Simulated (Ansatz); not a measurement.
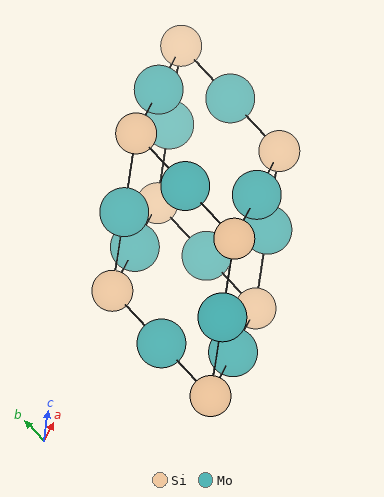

We look at a spheres-only model of the crystal from a general direction. Atoms at the boundary of the simulation cell (the box) are drawn once for each face, edge or corner they touch.

Here is the input:
```yaml
crystal:
  lattice:
    - [2.5242519279, 1.4573775301, 4.3049044981]
    - [-2.5242519279, 1.4573775301, 4.3049044981]
    - [0.0, -2.9147550602, 4.3049044982]
  atoms:
    - { symbol: Si, position: [0.0, 0.0, 0.0] }
    - { symbol: Mo, position: [0.0, 0.0, 0.5] }
    - { symbol: Mo, position: [0.5, 0.0, 0.0] }
    - { symbol: Mo, position: [0.0, 0.5, 0.0] }
basis:
  ecutwfc: 420
kpoints:
  mp_grid: { grid: [12, 12, 12] }
  band_path:
    path:
      - [[0.0, 0.0, 0.0], [0.5, 0.5, 0.5], [0.75692762, 0.24307238, 0.5]]
      - [[0.5, -0.24307238, 0.24307238], [0.5, 0.0, 0.0], [0.0, 0.0, 0.0], [0.37153619, -0.37153619, 0.0]]
      - [[0.62846381, 0.0, 0.37153619], [0.5, 0.0, 0.5], [0.0, 0.0, 0.0]]
    npoints: 14
hamiltonian:
  xc: pbe
scf:
  occupations: { method: gaussian, width: 0.1 }
  n_extra_bands: 10
output:
  forces: true
  stress: true
  eigenvalues: true
  populations: true
  dos: { projected: true, de: 0.02, nscf_kmesh: { grid: [15, 15, 15] } }
  bader: true
```
Run as:
```sh
ansatz run input.yaml --threads 1 --pin off --max-ram 2560MiB --backend cpu --events-out ev --progress --plain --runs-dir out
```

The calculation used DFT PBE, scalar-relativistic, plane waves, PAW in Ansatz 0.2.0, with a 420 eV plane-wave basis, the zone sampled with 12×12×12 points, Gaussian smearing of 0.1 eV, no spin polarisation.

How large a gap does the method give, if there is one?

Answer. A metal: bands cross the Fermi level.

State the hydrostatic pressure.

Answer. The computed pressure is 0.0 GPa, close to zero.

Starting structure: a random cell made by a generator, so it need not be a real form of the compound. Earlier steps of the study, as a rule a relaxation of our own, may have changed the cell and positions, so they can lie some per cent off the listed ones. It was run through Ansatz as a DFT input.
